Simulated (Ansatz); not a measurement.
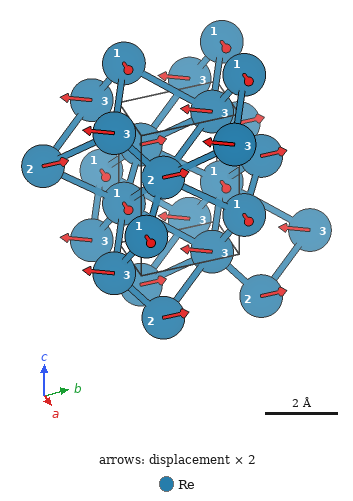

A relaxation of a crystal of Re (built on the trigonal selenium_152 type) (coarse preliminary run). The starting structure is drawn; red arrows show the displacements (the part carried along by the change of the cell is left out), 2 times their true length.

The picture is a ball-and-stick view of the cell of the calculation, seen slightly off an axis.

Case: trigonal selenium type (P3_121, No. 152).

The calculation used DFT PBE, scalar-relativistic, plane waves, PAW in Ansatz. Set-up: plane-wave cutoff 420 eV; k-point mesh 6 × 6 × 4; occupations gaussian; smearing width 0.1 eV; no spin polarisation; cell and atoms relaxed; force threshold 0.04 eV/Å; at most 70 steps.

Q: Describe the change and its energy.

A: After 18 accepted moves (20 points after the start) the energy has fallen by 14.359 eV per cell of the calculation. Largest force component: 26 eV/Å at the start, under 0.0001 eV/Å at the end. The pressure goes from 151.22 to −0.03 GPa. The SCF was repeated twice at an unchanged geometry on a basis and grid sized afresh for the cell, which shifted the energy by 0.186 eV per cell of the calculation at most. The largest moves relative to the cell, 0.48 Å, are those of Re1, Re2 and Re3. Re3 goes along [−1 −1 0]. The drawn cell changes as follows: a = b 3.586 → 4.472 Å (+24.7 %), c 4.069 → 2.626 Å (−35.5 %); the volume changes by +0.4 %. Among the contacts that change: Re1–Re1 4.069 → 2.626 Å, Re1–Re2 1.949 → 2.726 Å, Re1–Re2 (another image) 2.822 → 2.726 Å. Bond angles that change, for instance: Re2–Re1–Re3 103.1° → 69.8°, Re2–Re1–Re2 78.9° → 110.2°, Re2–Re1–Re3 99.0° → 69.8°. The space group (tolerance 0.01 Å) goes from P3_121 (No. 152) to R-3m (No. 166). The run took of the order of 60 core-seconds on a shared host.

Limits of the set-up: the k-point mesh is coarse for a cell with partly filled bands.
